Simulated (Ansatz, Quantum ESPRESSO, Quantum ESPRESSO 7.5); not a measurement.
# 1T-MgI2, 1 layer: biaxial strain by an ASE script

Wanted: deformation of the bands of 1T-MgI2, 1 layer, driven from Python.

Main program and level: Quantum ESPRESSO 7.5; plane-wave DFT, PBE, GBRV ultrasoft pseudopotentials (geometry by Ansatz 0.2.0 with PAW datasets; geometry under PBE).

## Step 1: The structure

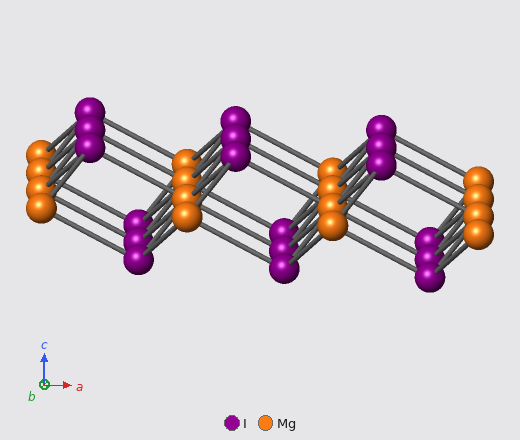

The starting structure, seen nearly edge on (iodine purple, magnesium orange). 3×3×1 cells are drawn. Some periodic images of atoms are drawn too.

The cell holds 3 atoms: 2 I and 1 Mg. Cell: a = 4.200 Å, b = 4.200 Å, c = 17.592 Å, α = 90.0°, β = 90.0°, γ = 120.0°. It derives from MgI2. Vacuum lies along c.

## Step 2: Geometry from Ansatz

The geometry comes first, from a plane-wave PAW code, so that the later runs on this slab share one structure.

input.yaml

```yaml
crystal:
  lattice:
    - [4.2, 0.0, 0.0]
    - [-2.1, 3.6373066959, 0.0]
    - [0.0, 0.0, 17.5921035859]
  atoms:
    - { symbol: I, position: [0.6666666667, 0.3333333333, 0.4263276397] }
    - { symbol: Mg, position: [0.0, 0.0, 0.5] }
    - { symbol: I, position: [0.3333333333, 0.6666666667, 0.5736723603] }
kpoints:
  mp_grid: { grid: [6, 6, 1] }
hamiltonian:
  xc: pbe
scf:
  occupations: { method: fermi_dirac, width: 0.05 }
  convergence: { dr2_threshold: 1.0e-08 }
efield:
  axis: 3
  dipole_correction: true
  ramp_position: 0.97
  ramp_width: 0.04
relax:
  f_tol: 0.01
  cell: { fix: [c, alpha, beta] }
output:
  write_potential: true
  write_density: true
  volumetric_format: npy
```

Run with:

```sh
> ansatz run input.yaml --threads 4 --pin off --max-ram 8192MiB --backend cpu --events-out ev --progress --plain --runs-dir out
```

Numbers of over 12 decimals in the logs are rounded to 6 here.

The program printed:

```text
Warning: relax.cell: scf.convergence.dr2_threshold = 1e-8 eV is looser than the 3e-10 eV advised for a relaxation that steers and ends on the stress (1e-10 eV for each atom of the cell: 3). What an SCF threshold leaves in a stress goes as its square root, and in the free energy as the threshold itself, and one threshold admits the most on a small cell: [figures from the program's tests cut] Set scf.convergence.dr2_threshold to 3e-10 eV or tighter. The threshold is an SCF's pass mark: one that does not reach it within its budget of iterations ends unconverged, or closes short of it on a stop that the run arms, and scf.convergence.dr2_threshold's page says what that costs each kind of run
Engine: ansatz 0.2.0, aarch64-unknown-linux-gnu
Pseudopotentials: kind: paw
Pseudopotential: I, paw, valence charge 17, recommended cutoff 420 eV (normal), I.paw.azcp
Pseudopotential: Mg, paw, valence charge 10, recommended cutoff 420 eV (normal), Mg.paw.azcp
Functional definition: PBE
  parameter kappa = 0.804
  parameter beta = 0.066725
  exchange = pbe_x(kappa = kappa, mu = beta*pi^2/3)
  correlation = pbe_c(beta = beta)
Crystal: 3 atoms, lattice volume = 268.749 Å³
Basis set: ecut = 420 eV, 5165 PW (Γ), exchange–correlation on 60×60×240 points (8 copies of the dense FFT grid, shifted against one another)
Bands: 27, of which v1, the nominal top of the filled ones, is band 22 counted from 1 (21 counted from 0)
Symmetry: 6 space group operations
k-points: 7 of 36 (time reversal used)
Non-local potential: I, projectors of the file, l = 0: 2, l = 1: 2, l = 2: 2, l = 3: 2
Non-local potential: Mg, projectors of the file, l = 0: 3, l = 1: 2, l = 2: 1
PAW form: soft (Blöchl's): semilocal exchange-correlation on the pseudo side does not see the compensation charge
PAW one-centre angular grid: I, 590 points (default); XC on 64 Gauss nodes
PAW one-centre angular grid: Mg, 110 points (default); XC on 64 Gauss nodes
Initial density: superposition of atomic densities (neutral atoms: chi_scale 0, normalization atom), corrected by the library's trained network
Initial wavefunctions: pseudopotential atomic-orbital guess
Functional: x = pbe(κ = 0.804, μ = 0.219515), c = pbe(β = 0.066725)
SCF iter   1: F=—  HF=-16951.976274 eV  |F-HF|=—  |Δ(HF+E_count)|=         —  Δρ=4.72e-4  dr2=8.99e-4  ethr=1.77e-3  p=0.001 e·Å  D=4.05e-4 V/Å  ΔV_dip=-0.01 eV  dr2_dipole=9.19e-7  V_vac-E_F(+/−)=4.62/4.63 eV  ⟨swp⟩=14.3  Hψ=1178  notcnv=0
efield: sawtooth ramp at fractional position 0.9700 (set: `efield.ramp_position`, or a place that a band, a saddle search or an elastic batch's reference lends), width 0.0400; the density the first Hamiltonian is built on has a dipole p = 0.001 e·Å; the dipole correction subtracts the counter field D = 4.05e-4 V/Å, which shifts the + side's vacuum level by -0.01 eV against the − side's; the planar-averaged density in the ramp window peaks in size at 5.5e-5 e/Å³
preconditioner: auto → Resta (q_TF=auto, 2.018 Å⁻¹)  ε∞=1.7  [insulator: Δε(μ)=3.536 eV  Ē_g=10.472 eV  σ=0.050 eV  W_gap=1.00  n_scr=40 (ndim 8)  ℏωp=9.1 eV  f_vac=0.650  D(μ)=0.00/eV (n_scr^D=0)  ε∞_Penn≈1.7  vacuum switching on, ρ_ref=8.0e-3 e/Å³]
SCF iter   2: F=—  HF=-16951.977434 eV  |F-HF|=—  |Δ(HF+E_count)|=   1.16e-3  Δρ=3.28e-4  dr2=9.80e-4  ethr=2.04e-6  p=-0.000 e·Å  D=-7.53e-6 V/Å  ΔV_dip=0.00 eV  dr2_dipole=2.37e-7  V_vac-E_F(+/−)=4.56/4.56 eV  ⟨swp⟩=3.3  Hψ=458  notcnv=0  defer=6
SCF iter   3: F=—  HF=-16951.977592 eV  |F-HF|=—  |Δ(HF+E_count)|=   1.57e-4  Δρ=1.75e-4  dr2=8.64e-5  ethr=2.04e-6  p=0.000 e·Å  D=1.14e-4 V/Å  ΔV_dip=-0.00 eV  dr2_dipole=7.37e-8  V_vac-E_F(+/−)=4.51/4.51 eV  ⟨swp⟩=2.0  Hψ=243  notcnv=0  defer=6
SCF iter   4: F=—  HF=-16951.977825 eV  |F-HF|=—  |Δ(HF+E_count)|=   2.33e-4  Δρ=6.56e-5  dr2=3.22e-5  ethr=1.96e-7  p=0.000 e·Å  D=1.48e-6 V/Å  ΔV_dip=-0.00 eV  dr2_dipole=6.04e-11  V_vac-E_F(+/−)=4.48/4.48 eV  ⟨swp⟩=2.1  Hψ=255  notcnv=0  defer=6
SCF iter   5: F=—  HF=-16951.977844 eV  |F-HF|=—  |Δ(HF+E_count)|=   1.89e-5  Δρ=2.73e-5  dr2=9.72e-6  ethr=7.33e-8  p=0.000 e·Å  D=8.13e-5 V/Å  ΔV_dip=-0.00 eV  dr2_dipole=1.42e-7  V_vac-E_F(+/−)=4.47/4.47 eV  ⟨swp⟩=2.3  Hψ=238  notcnv=0  defer=6
SCF iter   6: F=—  HF=-16951.977759 eV  |F-HF|=—  |Δ(HF+E_count)|=   8.48e-5  Δρ=1.36e-5  dr2=2.48e-6  ethr=2.21e-8  p=-0.000 e·Å  D=-4.97e-5 V/Å  ΔV_dip=0.00 eV  dr2_dipole=3.57e-8  V_vac-E_F(+/−)=4.47/4.47 eV  ⟨swp⟩=2.0  Hψ=221  notcnv=0  defer=7
SCF iter   7: F=—  HF=-16951.977759 eV  |F-HF|=—  |Δ(HF+E_count)|=   1.63e-7  Δρ=3.72e-6  dr2=1.64e-7  ethr=5.65e-9  p=0.000 e·Å  D=6.99e-7 V/Å  ΔV_dip=-0.00 eV  dr2_dipole=5.35e-10  V_vac-E_F(+/−)=4.47/4.47 eV  ⟨swp⟩=2.0  Hψ=230  notcnv=0  defer=7
SCF iter   8: F=-16951.977759 eV  HF=-16951.977759 eV  |F-HF|=5.40e-9  |Δ(HF+E_count)|=   9.76e-8  Δρ=4.78e-7  dr2=1.96e-9  ethr=2.27e-11  p=-0.000 e·Å  D=-4.55e-6 V/Å  ΔV_dip=0.00 eV  dr2_dipole=3.08e-12  V_vac-E_F(+/−)=4.47/4.47 eV  ⟨swp⟩=8.1  Hψ=1219  notcnv=0
SCF 1 converged in 8 iterations: F = -16951.977759 eV  dr2 = 1.96e-9
  greatest PAW one-centre occupation: 1.000 electrons in one spin orbital (limit 2), on the Mg atom at site 1 (counted from 0), in its partial waves of l = 0
relax step   1: F+E_penalty+E_count = -16951.97775932 eV  Δ(F+E_penalty+E_count) = +0.000e0 eV  max|allowed force component| = 2.409e0 eV/Å  Δτ_max = 0.0000 Å  P = +3.150 GPa  Ω = 268.749 Å³  fix = [c, alpha, beta]  reactions: c +3.722 GPa  (8 SCF iters, accepted)
Crystal: 3 atoms, lattice volume = 272.674 Å³
Basis set: ecut = 420 eV, 5297 PW (Γ), exchange–correlation on 60×60×240 points (8 copies of the dense FFT grid, shifted against one another)
Initial density: handed on by an earlier stage of this run
Initial wavefunctions: those handed on with the density
iter 1 solved again at ethr=9.15e-5 eV; its pass at ethr=3.10e-3 eV (dr2=4.03e-2 eV) is discarded
SCF iter   1: F=—  HF=-16952.665645 eV  |F-HF|=—  |Δ(HF+E_count)|=         —  Δρ=3.29e-3  dr2=3.71e-2  ethr=9.15e-5  p=0.000 e·Å  D=1.61e-5 V/Å  ΔV_dip=-0.00 eV  dr2_dipole=4.04e-10  V_vac-E_F(+/−)=4.60/4.60 eV  ⟨swp⟩=1.9  Hψ=1313  notcnv=0
[...]
SCF iter   7: F=—  HF=-16952.807382 eV  |F-HF|=—  |Δ(HF+E_count)|=   2.49e-8  Δρ=1.62e-6  dr2=2.42e-8  ethr=2.27e-11  p=-0.000 e·Å  D=-2.90e-5 V/Å  ΔV_dip=0.00 eV  dr2_dipole=8.50e-9  V_vac-E_F(+/−)=4.64/4.64 eV  ⟨swp⟩=10.0  Hψ=1151  notcnv=0
SCF iter   8: F=-16952.807382 eV  HF=-16952.807382 eV  |F-HF|=5.46e-10  |Δ(HF+E_count)|=   2.00e-9  Δρ=5.86e-7  dr2=8.56e-10  ethr=2.27e-11  p=-0.000 e·Å  D=-7.09e-6 V/Å  ΔV_dip=0.00 eV  dr2_dipole=3.50e-11  V_vac-E_F(+/−)=4.64/4.64 eV  ⟨swp⟩=7.1  Hψ=1057  notcnv=0
SCF 3 converged in 8 iterations: F = -16952.807382 eV  dr2 = 8.56e-10
relax step   3: F+E_penalty+E_count = -16952.80738211 eV  Δ(F+E_penalty+E_count) = -1.488e-1 eV  max|allowed force component| = 1.902e-1 eV/Å  Δτ_max = 0.1430 Å  P = +0.233 GPa  Ω = 269.651 Å³  energy of the carried Pulay correction = -2.950e-5 eV  fix = [c, alpha, beta]  reactions: c +0.370 GPa  (8 SCF iters, accepted)
[...]
relax step   4: F+E_penalty+E_count = -16952.81458559 eV  Δ(F+E_penalty+E_count) = -7.203e-3 eV  max|allowed force component| = 2.076e-2 eV/Å  Δτ_max = 0.0366 Å  P = +0.043 GPa  Ω = 268.881 Å³  energy of the carried Pulay correction = -4.311e-6 eV  fix = [c, alpha, beta]  reactions: c +0.041 GPa  (6 SCF iters, accepted)
[...]
relax step   5: F+E_penalty+E_count = -16952.81470159 eV  Δ(F+E_penalty+E_count) = -1.160e-4 eV  max|allowed force component| = 1.742e-3 eV/Å  Δτ_max = 0.0033 Å  P = +0.013 GPa  Ω = 269.152 Å³  energy of the carried Pulay correction = -1.320e-5 eV  fix = [c, alpha, beta]  reactions: c +0.004 GPa  (5 SCF iters, accepted)
Initial wavefunctions: pseudopotential atomic-orbital guess (no wavefunctions were taken with the density)
iter 1 solved again at ethr=5.02e-6 eV; its pass at ethr=3.10e-3 eV (dr2=2.21e-3 eV) is discarded
SCF iter   1: F=—  HF=-16952.813145 eV  |F-HF|=—  |Δ(HF+E_count)|=         —  Δρ=7.41e-5  dr2=3.14e-7  ethr=5.02e-6  p=-0.000 e·Å  D=-1.06e-5 V/Å  ΔV_dip=0.00 eV  dr2_dipole=9.56e-11  V_vac-E_F(+/−)=4.63/4.63 eV  ⟨swp⟩=3.0  Hψ=1530  notcnv=0
efield: sawtooth ramp at fractional position 0.9700 (set: `efield.ramp_position`, or a place that a band, a saddle search or an elastic batch's reference lends), width 0.0400; the density the first Hamiltonian is built on has a dipole p = -0.000 e·Å; the dipole correction subtracts the counter field D = -1.06e-5 V/Å, which shifts the + side's vacuum level by +0.00 eV against the − side's; the planar-averaged density in the ramp window peaks in size at 1.2e-5 e/Å³
eigensolver tolerance schedule: the retry pair's looser diagonalisation over-reported the residual by 7034.27 of it (diagonalisation noise at an unbounded share of the residual, at the tolerance the schedule requests for it); recorded, not acted on — ethr = c·dr2/N_el stays at c = 1.0e-1
preconditioner: auto → Resta (q_TF=auto, 2.017 Å⁻¹)  ε∞=1.8  [insulator: Δε(μ)=3.657 eV  Ē_g=9.916 eV  σ=0.050 eV  W_gap=1.00  n_scr=40 (ndim 8)  ℏωp=9.1 eV  f_vac=0.611  D(μ)=0.00/eV (n_scr^D=0)  ε∞_Penn≈1.8  vacuum switching on, ρ_ref=7.1e-3 e/Å³]
SCF iter   2: F=—  HF=-16952.814152 eV  |F-HF|=—  |Δ(HF+E_count)|=   1.01e-3  Δρ=3.71e-5  dr2=8.62e-8  ethr=7.13e-10  p=-0.000 e·Å  D=-7.39e-6 V/Å  ΔV_dip=0.00 eV  dr2_dipole=1.95e-11  V_vac-E_F(+/−)=4.63/4.63 eV  ⟨swp⟩=4.0  Hψ=512  notcnv=0
SCF iter   3: F=—  HF=-16952.814696 eV  |F-HF|=—  |Δ(HF+E_count)|=   5.44e-4  Δρ=3.78e-6  dr2=2.40e-8  ethr=1.96e-10  p=-0.000 e·Å  D=-1.17e-5 V/Å  ΔV_dip=0.00 eV  dr2_dipole=2.06e-10  V_vac-E_F(+/−)=4.63/4.63 eV  ⟨swp⟩=4.1  Hψ=431  notcnv=0
SCF iter   4: F=-16952.814713 eV  HF=-16952.814712 eV  |F-HF|=3.67e-7  |Δ(HF+E_count)|=   1.63e-5  Δρ=6.35e-7  dr2=1.49e-9  ethr=2.27e-11  p=-0.000 e·Å  D=-7.83e-6 V/Å  ΔV_dip=0.00 eV  dr2_dipole=1.01e-11  V_vac-E_F(+/−)=4.63/4.63 eV  ⟨swp⟩=14.7  Hψ=1325  notcnv=0
SCF 6 converged in 4 iterations: F = -16952.814713 eV  dr2 = 1.49e-9
relax step   6: F+E_penalty+E_count = -16952.81471266 eV  Δ(F+E_penalty+E_count) = -1.108e-5 eV  max|allowed force component| = 1.764e-3 eV/Å  Δτ_max = 0.0000 Å  P = +0.012 GPa  Ω = 269.152 Å³  fix = [c, alpha, beta]  reactions: c +0.003 GPa  stress off target by 1.69e-2 GPa on what of the cell is left free  SCF on the basis re-selected at this cell (its energy is not comparable with the rows above)  (4 SCF iters)
basis re-selected at this cell: Δ(F+E_penalty+E_count) = -1.108e-5 eV, ΔP = -0.000 GPa vs the last step (what re-selecting the basis moved, of the pressure what is left beyond the Pulay correction that the steps carried, after the strain that the cell walked since its last selection, with what the two solves' SCF thresholds leave and, on support functions, any second-order correction that the steps lacked; it is no m [...]
WARN: The input density's exchange-correlation potential varies sharply where the density is thin. Do not read a vacuum level from v_tot or v_xc, or from such a field of the output density. On a cell that repeats whose density bears no net charge and no dipole along the vacuum's axis use v_es (v_loc + v_h of the components); under efield.dipole_correction with no amplitude use v_es + v_field, which holds any external [...]
SCF converged after 4 iterations
Free energy (F): -16952.814713 eV
Harris-Foulkes:  -16952.814712 eV  (|F-HF|=3.67e-7)
Internal energy: -16952.814713 eV  (E = F + TS)
E sigma→0 (E₀):  -16952.814713 eV
Fermi energy:    -0.354345 eV
Dipole field:    D = -0.000012 V/Å  (p = -0.000017 e·Å, saw-weighted, corrected)
Work function:   Φ+ = 4.6332 eV   Φ− = 4.6330 eV
Levels:          The Fermi level and band energies are counted from a zero that moves with the ramp; work functions are not
--- Per-component energies (eV) ---
  E_band       = -1428.963324
  E_kinetic    = 453.054557
  E_local      = -21639.923864  (includes V_loc(G=0)·N_el)
  E_nonlocal   = -85.660420
  E_hartree    = 10500.831695
  E_xc         = -284.730423
  E_vxc        = -294.080587  (∫ρ·V_xc dr)
  E_paw        = -9926.410368  (= ΣΔE_a)
  E_vpaw       = -864.019300  (= ΣTr[D̂ρ^β])
  E_aug_tail   = -0.000017  (compensation charges beyond the density's cutoff)
  E_efield     = 0.000000  (sawtooth field / dipole correction)
  E_vefield    = 0.000089  (∫n·V_field dr)
  E_ewald      = 4030.024128
  E_smearing   = -0.000000  (= −TS)
  E_closure    = 0.000000  (closes the sum)
  Σ components = -16952.814713   (vs F -16952.814713, Δ=0.00e0)
--- Forces (eV/Å), atoms counted from 1 ---
  atom   1  I     -0.00000000    -0.00000000    -0.00174445
  atom   2  Mg    -0.00000000     0.00000000    -0.00001874
  atom   3  I      0.00000000     0.00000000     0.00176386
  max |Σ_I F_I| component: 6.66e-7 eV/Å
--- Stress (GPa, compression-positive) ---
        0.016893       0.000000       0.000000
        0.000000       0.016893      -0.000000
        0.000000      -0.000000       0.003411
  P = ⅓ Tr σ = 0.0124 GPa (0.124 kbar)
--- Band table (eV; the first three rows and the last of 7) ---
  k-point 0: bands = [... 18 lower, -2.4551, -2.4551, -2.1862, -2.1862, 1.8082, 2.7230, 3.8709, 3.9816, ... 1 higher]
  k-point 1: bands = [... 18 lower, -2.9113, -2.7335, -2.6343, -2.2597, 2.4414, 3.3002, 3.9538, 4.0376, ... 1 higher]
  k-point 2: bands = [... 18 lower, -3.5738, -3.1368, -2.6818, -2.4818, 1.8916, 3.3441, 3.9025, 4.8009, ... 1 higher]
  k-point 6: bands = [... 18 lower, -4.4915, -3.9883, -2.8675, -2.8675, 2.2631, 4.3372, 4.3372, 5.7606, ... 1 higher]
--- Relaxed structure (5 steps of the walk, 5 accepted, 1 SCFs on fresh bases) ---
  F+E_penalty+E_count = -16952.81471266 eV   max|allowed force component| = 1.764e-3 eV/Å   (the final SCF, on the basis selected at the relaxed cell)
  cell:  # Å, volume = 269.1521 Å³
    - [4.203148, 0, 0]
    - [-2.101574, 3.640033, 0]
    - [0, 0, 17.5921035859]
  atoms:
    - { symbol: I, position: [0.666667, 0.333333, 0.404851] }
    - { symbol: Mg, position: [0, 0, 0.500000] }
    - { symbol: I, position: [0.333333, 0.666667, 0.595149] }
```

Elapsed: 6.3 s, on 4 threads of Arm Neoverse V2, shared host; peak memory 0.53 GiB.

Relaxation path:

```csv
step,energy less that of the first step (eV),largest force component (eV/Å),pressure (GPa),volume (Å³)
1,0.0000,2.4088,3.15,268.75
2,-0.6808,0.9326,1.08,272.67
3,-0.8296,0.1902,0.23,269.65
4,-0.8368,0.0208,0.04,268.88
5,-0.8369,0.0017,0.01,269.15
6*,-0.8370,0.0018,0.01,269.15
```

Relaxation steps marked * repeat the geometry before them on a plane-wave basis chosen anew for their cell, so energy and pressure can jump there.

Forces are held to the 6 operations that the run works with; a distortion that breaks them can't arise in this run.

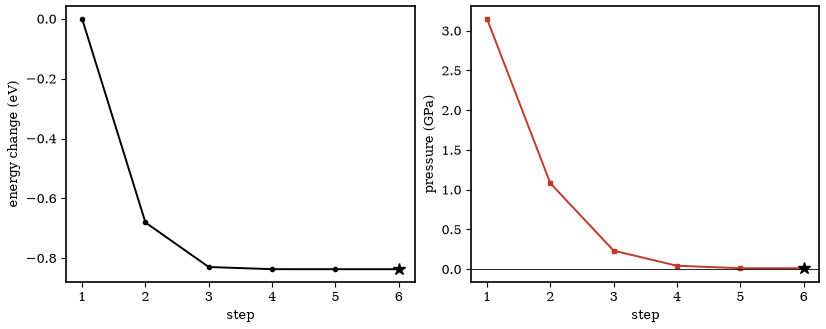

Energy and pressure along the relaxation. Stars mark steps on a basis chosen anew.

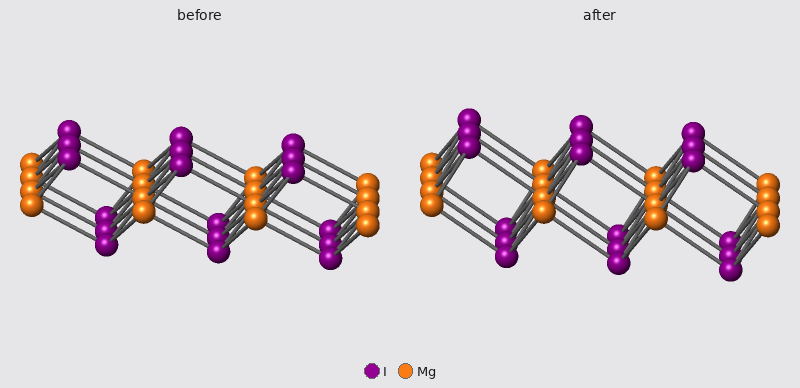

Before and after, at one scale.

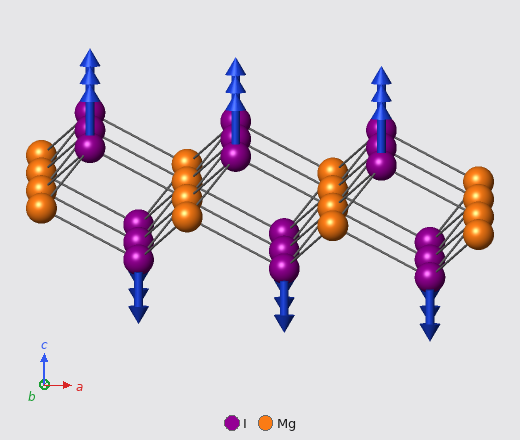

Displacements in the relaxation, exaggerated, measured against the changing cell; the longest in the cell stands for 0.38 Å. 3×3×1 cells are drawn. Some periodic images of atoms are drawn too.

```csv
cell as run,before,after,change
a (Å),4.200,4.203,+0.1 %
b (Å),4.200,4.203,+0.1 %
```

The atoms that moved most (Å, along periodic axes as changes of fractional coordinates times the final cell, across vacuum about the mean position):

```csv
atom,dx,dy,dz,length
I1,0.000,0.000,-0.378,0.378
I3,0.000,0.000,0.378,0.378
```

Final coordinates:

```cif
data_structure
_symmetry_space_group_name_H-M 'P 1'
_symmetry_Int_Tables_number 1
_cell_length_a 4.2031
_cell_length_b 4.2031
_cell_length_c 17.5921
_cell_angle_alpha 90.000
_cell_angle_beta 90.000
_cell_angle_gamma 120.000
_cell_volume 269.15
loop_
_atom_site_label
_atom_site_type_symbol
_atom_site_fract_x
_atom_site_fract_y
_atom_site_fract_z
_atom_site_occupancy
I1 I 0.66667 0.33333 0.40485 1
Mg2 Mg 0.00000 0.00000 0.50000 1
I3 I 0.33333 0.66667 0.59515 1
```

This step gave:

| Item | Value |
| --- | --- |
| free energy | -16952.8147 eV |
| Fermi energy | -0.3543 eV |
| gap by band count | 3.657 eV |
| symmetry operations | 6 |
| dipole along the normal | -1.71e-5 e·Å |
| vacuum level at the upper face over a Fermi level inside the gap | 4.633 eV |
| vacuum level at the lower face over a Fermi level inside the gap | 4.633 eV |

[end of part 1 of 2]

[Logs are printed without paths, hosts, clocks, repeated set-up lines and the standing remarks that a program may print on its own settings, such as how far it seeks lower states.]

[Hosts, paths, dates, database ids (printed as entryN), source tags and the programs' standing remarks are cut or masked in the printed files.]

[Maps of the electrostatic potential energy from Ansatz leave out the sawtooth potential of an applied field or a dipole correction, so their vacuum need not be flat; planar profiles and work functions include it.]
